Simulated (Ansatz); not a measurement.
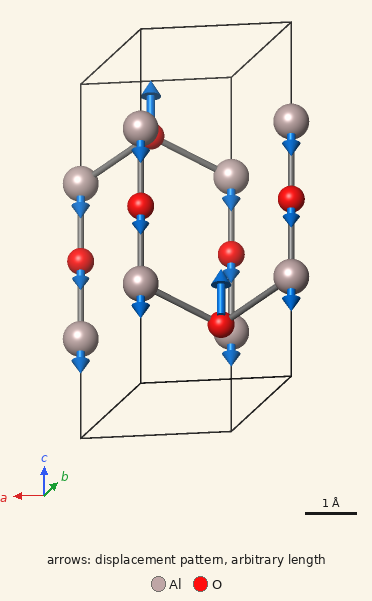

One vibrational mode of solid Al₂O₃ at the zone centre. The blue arrows are the displacements of the atoms (eigenvector over the root of the mass), of arbitrary overall length and sign. The picture is a ball-and-stick view of the cell of the calculation, seen from a free direction.

Method: DFT r2SCAN, scalar-relativistic, plane waves, PAW (Ansatz). Settings: plane-wave cutoff 500 eV; k-point mesh 12 × 12 × 4; occupations gaussian; smearing width 0.05 eV; no spin polarisation.

Frequencies are those without the non-analytic (LO–TO) term.

> Describe the mode and give its frequency.

This is the A₂u mode at 15.5 THz, optical level 4 of 7, counted from below, infrared-active by symmetry. The O (2d) sublattice moves against the Al and O (1b) sublattices, along c; it mainly bends the Al–O bonds; the kinetic energy is shared as O 74 %, Al 26 %.

Limits of the set-up: layers or molecules are held without a dispersion correction, so their spacing is unreliable.
